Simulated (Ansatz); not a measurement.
Structure of Rh:

```
CELL_PARAMETERS angstrom
4.90838 0.00000 0.00000
0.00000 4.90838 0.00000
0.00000 0.00000 4.90838
ATOMIC_POSITIONS crystal
Rh 0.00000 0.00000 0.00000
Rh 0.50000 0.50000 0.50000
Rh 0.25000 0.00000 0.50000
Rh 0.75000 0.00000 0.50000
Rh 0.50000 0.25000 0.00000
Rh 0.50000 0.75000 0.00000
Rh 0.00000 0.50000 0.25000
Rh 0.00000 0.50000 0.75000
```

It is based on the geometry relaxed with DFT, revPBE, plane waves (420 eV) with PAW, scalar-relativistic (Ansatz 0.2.0); the starting structure was generated, so it need not be a known form of this composition.

### Predict radii and indices of the first 4 visible rings (3 % of the strongest or more) for 200 kV electrons.

| ring | radius | d (Å) | hkl |
| --- | --- | --- | --- |
| 1 | 4.07 nm⁻¹ | 2.45 | 200 |
| 2 | 4.56 nm⁻¹ | 2.20 | 210 |
| 3 | 4.99 nm⁻¹ | 2.00 | 211 |
| 4 | 7.06 nm⁻¹ | 1.417 | 222 |

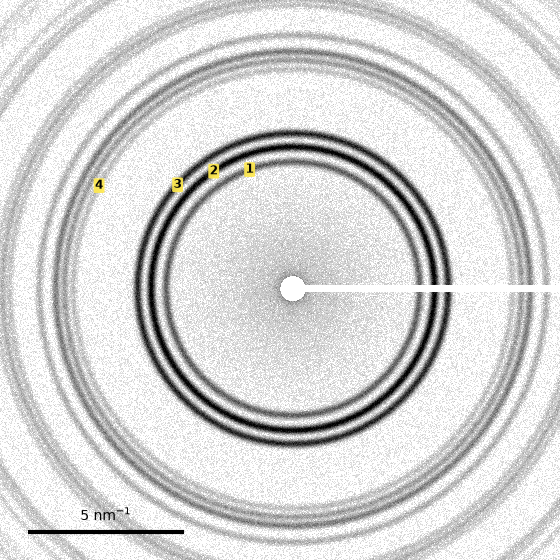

Simulated electron diffraction rings at 200 kV (λ = 0.0251 Å), scale in nm⁻¹ (radius = 1/d), for a fine-grained powder without texture. Kinematic intensities with B = 0.5 Å² for all atoms, without multiple scattering; brightness goes as intensity to the power 0.5, clipped at the top, with counting noise. Reflections closer than the ring width show as one ring. The numbers mark the rings of the table.
